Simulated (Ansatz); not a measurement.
```
CELL_PARAMETERS angstrom
5.10538 0.00000 5.58505
5.10538 0.00000 -5.58505
0.00000 8.84278 0.00000
ATOMIC_POSITIONS crystal
Si 0.70010 0.02557 0.24651
Si 0.17606 0.50769 0.27327
Si 0.96343 0.28763 0.76287
Si 0.45173 0.78998 0.75504
Si 0.29964 0.01562 0.24326
Si 0.77952 0.43019 0.23790
Si 0.55039 0.21736 0.75167
Si 0.03434 0.70321 0.72710
Si 0.74933 0.73762 0.98878
Si 0.27187 0.31598 0.00004
Si 0.01109 0.00617 0.49467
Si 0.50669 0.49918 0.49555
O 0.49701 0.95738 0.29436
O 0.98361 0.39212 0.28699
O 0.75525 0.25009 0.80966
O 0.23804 0.75341 0.78727
O 0.31970 0.46854 0.40165
O 0.83531 0.00553 0.38711
O 0.55096 0.73038 0.90910
O 0.08317 0.25832 0.91457
O 0.19254 0.05897 0.39998
O 0.67313 0.52032 0.37598
O 0.42737 0.31322 0.87383
O 0.87919 0.75892 0.84074
O 0.12641 0.71068 0.28620
O 0.69520 0.23181 0.19509
O 0.49640 0.00455 0.72926
O 0.00713 0.48939 0.69914
O 0.76465 0.91134 0.10183
O 0.25421 0.50254 0.09556
O 0.00786 0.15182 0.62985
O 0.50640 0.67300 0.60742
O 0.32343 0.19627 0.14124
O 0.76518 0.55607 0.08816
O 0.52703 0.31796 0.59116
O 0.00879 0.80972 0.57085
Si 0.11909 0.80603 0.11048
```

These are results of Ansatz 0.2.0, DFT PBE, scalar-relativistic, plane waves, PAW, not measurements.

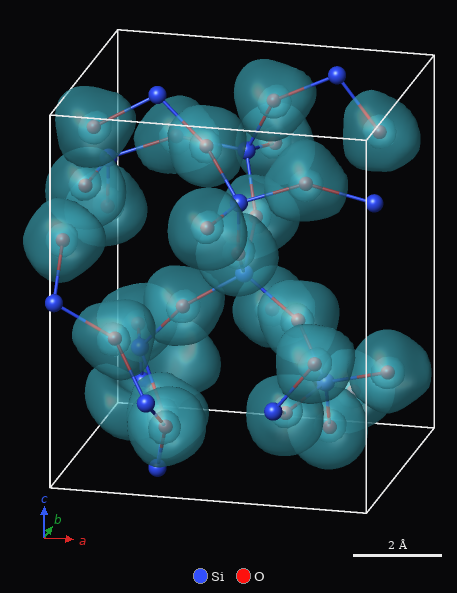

Si13O24 (cell with a defect). Isosurface of the ELF at 0.7 (cyan), seen slightly off an axis. Only the valence region is drawn (cores and ρ < 0.01 e/Å³ removed). Sticks mark near contacts.

In a PAW calculation such maps are meaningful between the atoms, not at the nuclei.

Question: Identify the bonds, lone pairs and shells in this picture.

Answer: The surface consists of 24 regions on O in which the atom's valence shell and bonds are merged and one region on Si in which the atom's valence shell and bonds are merged, counted in one cell of 37 atoms. Any copies at cell faces, edges or corners count once. Profiles from the grid: Si–O (1.61 Å): the ELF peaks at about 0.85 between the atoms, as expected for a polar covalent bond. Si–Si (2.32 Å): the ELF peaks at about 1 between the atoms (localised, covalent bonding).

Question: Does the calculation give a band gap?

Answer: It is gapped, with a Kohn–Sham gap of 1.7 eV on the k-point mesh (the band edges may lie off the mesh, which would make the gap smaller).
